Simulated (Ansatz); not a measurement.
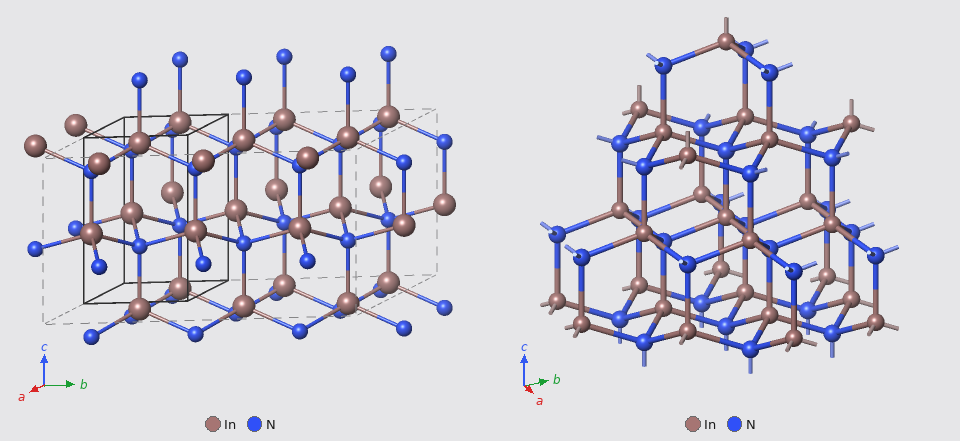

Left: the structure. Right: its underlying net. Nodes are coloured by element. Edges to nodes outside the piece are drawn as stubs.

InN (space group P6_3mc, No. 186). Coordinates: the geometry relaxed with DFT PBE+D3(BJ), scalar-relativistic, plane waves, PAW in Ansatz.

Bonds are taken as In–N below 2.4 Å. Simplification: prune 0- and 1-connected atoms, fold 2-connected ones into links.

The result is a uninodal 4-connected, three-periodic net: In and N are 4-connected nodes. It is the lon net, known from lonsdaleite, wurtzite and tridymite. It is a single net, without interpenetration.

```
    node  links  point symbol  coordination sequence
In and N      4           6^6          4 12 25 44 67
```
